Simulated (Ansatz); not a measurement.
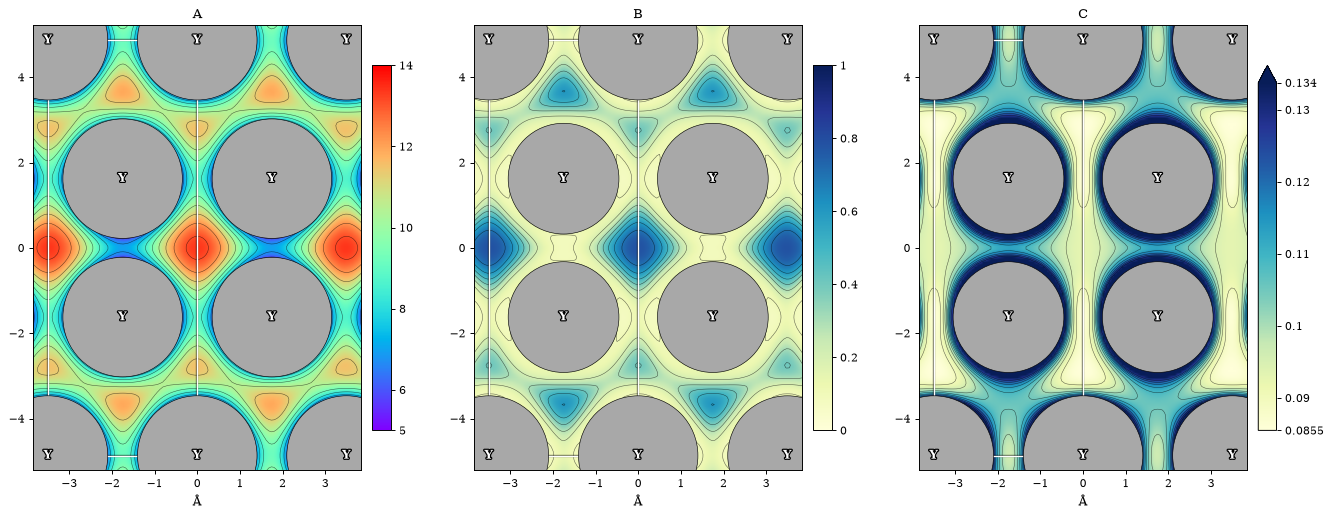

Y: 3 fields on the (110) plane of the conventional cell, with unlabelled colour scales. Grey discs cover the atomic cores.

Space group P6/mmm; set up as Y, omega (AlB2-type); a generated structure, not necessarily the stable one; changed on purpose from its base cell (volume × 1.08); computed pressure about −3 GPa in this cell; computed without spin polarisation.

All numbers below come from DFT, LDA (PW92), plane waves (420 eV) with PAW, scalar-relativistic in Ansatz 0.2.0.

**Match the panels to the quantities (electron localisation function, electrostatic potential energy of an electron and valence pseudo-density).**

Panel A: electrostatic potential energy of an electron (low next to the atoms, rising into the space between them). Panel B: electron localisation function. Panel C: valence pseudo-density. From the grid: Y–Y (3.24 Å): the density is about 0.11 e/Å³ at the midpoint; the ELF is about 0.10 at the midpoint: no shared electron pair shows on this line. Y–Y (3.50 Å): the density is about 0.1 e/Å³ at the midpoint; the ELF is about 0.15 at the midpoint: no localised pair shows between them.
